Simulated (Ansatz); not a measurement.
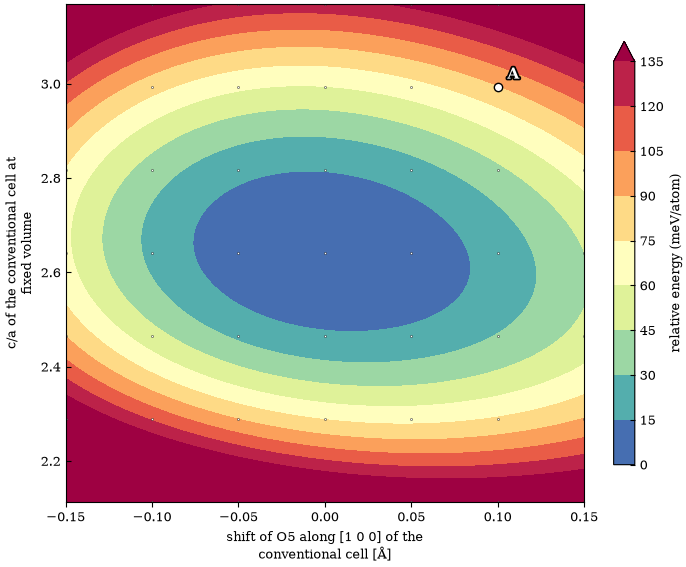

LiNbO₃ (R-3c, No. 167; 10 atoms in the cell). 
- The energy is mapped over a free internal coordinate and the cell.
- First axis: shift of O5 along [1 0 0] of the conventional cell, Cartesian (1 0 0), its symmetry partners moved as symmetry demands (measured in the relaxed cell). Second axis: c/a of the conventional cell at fixed volume.
- Nothing is relaxed (all other coordinates fixed).
- The scan uses a 7 × 7 grid.
- Points are written as (first, second).
- All energies are given in meV/atom relative to the lowest grid point.
- Theory: DFT PBE, scalar-relativistic, plane waves, PAW (Ansatz 0.2.0). Settings: cutoff 520 eV, k-mesh 6×6×6, gaussian smearing 0.05 eV, no spin polarisation.

In the figure: filled contours, dots at the grid points, one colour for all values above the top of the scale, the point A. Between grid points the surface is interpolated.

> Which way does the force act at A, and how strong is it?

A, at (0.10 Å, 2.993), is not a stationary point. The computed force is 480 meV/atom for each Å towards smaller values of the first coordinate and 340 meV/atom for each unit towards smaller values of the second coordinate.

PAW datasets: the set soft_1.
